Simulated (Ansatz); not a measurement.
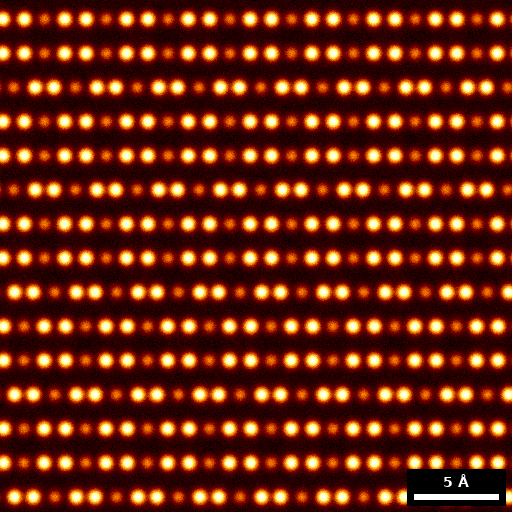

HAADF-like image of Co$_{2}$Si (P6_422, No. 181) along [100]. Simulated incoherent Z contrast: every atom adds Z^1.7 spread by a probe of 0.59 Å full width; channelling and multiple scattering are left out. The probe carries 15 % of its weight in a tail 2.5 times as wide. The display is stretched by a gamma of 0.65; percentages refer to the linear signal. Shot noise was added.

One planar defect was built into the perfect crystal by geometry alone, without relaxation. Host structure: the end point of a relaxation with DFT PBE, scalar-relativistic, plane waves, PAW (Ansatz 0.2.0); the starting structure was generated, so it need not be a known form of this composition.

Where does the periodic pattern break, and how?

A planar fault (a stacking fault or antiphase boundary) runs horizontally about 17 Å below the top edge. The part above it is shifted along the boundary by 1/3 of the 3.72 Å repeat of the rows (1.2 Å to the right, the same as 2.5 Å to the left); both parts keep the same orientation.
